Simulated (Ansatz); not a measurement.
Given this structure:

```
CELL_PARAMETERS angstrom
3.85668 0.00000 0.00000
0.00000 3.85668 0.00000
0.00000 0.00000 16.21150
ATOMIC_POSITIONS crystal
Ti 0.50000 0.50000 0.37631
Ti 0.00000 0.00000 0.87960
Ti 0.00000 0.00000 0.11970
Ti 0.50000 0.50000 0.61668
Ti 0.50000 0.50000 0.13363
Al 0.50000 0.00000 0.00239
Al 0.00000 0.50000 0.49829
Al 0.50000 0.00000 0.49829
Al 0.00000 0.50000 0.00239
Al 0.00000 0.50000 0.24998
Al 0.50000 0.00000 0.74924
Al 0.50000 0.00000 0.24998
Al 0.00000 0.50000 0.74924
Al 0.00000 0.00000 0.62439
Al 0.00000 0.00000 0.37405
Al 0.50000 0.50000 0.87583
```

What would you see if this were drawn?

Its composition is Ti$_{5}$Al$_{11}$. Space group P4mm (No. 99), lattice primitive tetragonal. Cell content 5 Ti, 11 Al; Z = 1. By contacts within bonding range, the coordination numbers are Ti 12 and Al 12. The bonds build a three-dimensional framework.

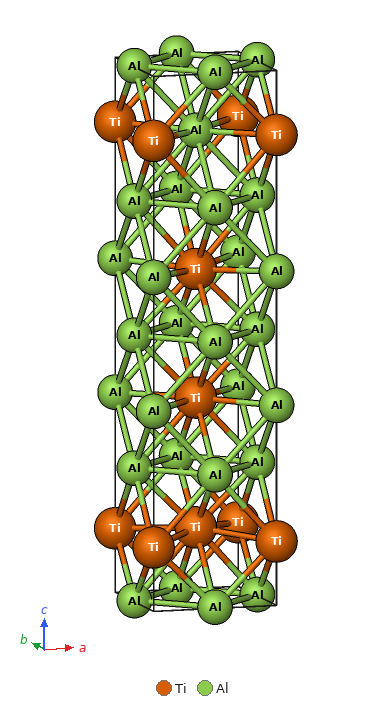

We look at a ball-and-stick model of the crystal slightly off an axis. One conventional unit cell is framed, with atoms on its boundary repeated.

Starting structure: a structure listed in the Materials Project. It was relaxed at fixed volume with Ansatz 0.2.0, DFT PBEsol, scalar-relativistic, plane waves, PAW.
